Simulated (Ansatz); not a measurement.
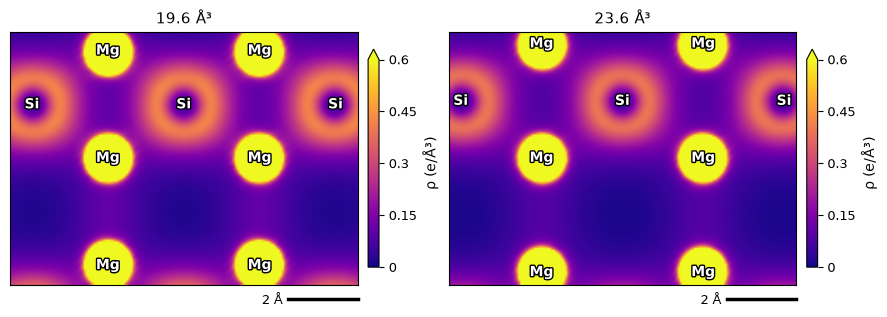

Mg₂Si. The valence charge density (pseudo) of cells scaled evenly to different volumes (given per atom above each panel), on the (101̄) plane of each (indices in the axes of the cell below), at one length scale and on one colour scale.

These are results of DFT PBE, scalar-relativistic, plane waves, PAW in Ansatz 0.2.0, not measurements.

Core electrons are frozen (PAW), and the valence fields are smoothed inside the atomic spheres.

The largest cell:

```
CELL_PARAMETERS angstrom
0.00000 3.28522 3.28522
3.28522 0.00000 3.28522
3.28522 3.28522 0.00000
ATOMIC_POSITIONS crystal
Mg 0.25000 0.25000 0.25000
Mg 0.75000 0.75000 0.75000
Si 0.00000 0.00000 0.00000
```

| volume (Å³/atom) | Mg–Si contact in the plane (Å) | ρ at its midpoint (e/Å³) | pressure (GPa) | 
| --- | --- | --- | --- |
| 19.55 | 2.671 | 0.251 | 6.2 | 
| 22.13 | 2.783 | ? | ? | 
| 23.64 | 2.845 | 0.203 | −4.2 | 

What values belong in the row with question marks?

Over the known rows ln ρ falls by 1.22 per Å of Mg–Si distance (the line through the two), which gives 0.219 e/Å³ at 2.783 Å; the calculation gives 0.219 e/Å³. For the pressure, a straight line in volume between the neighbouring rows gives −0.4 GPa; the calculation gives −1.5, lower because pressure rises ever faster on compression.
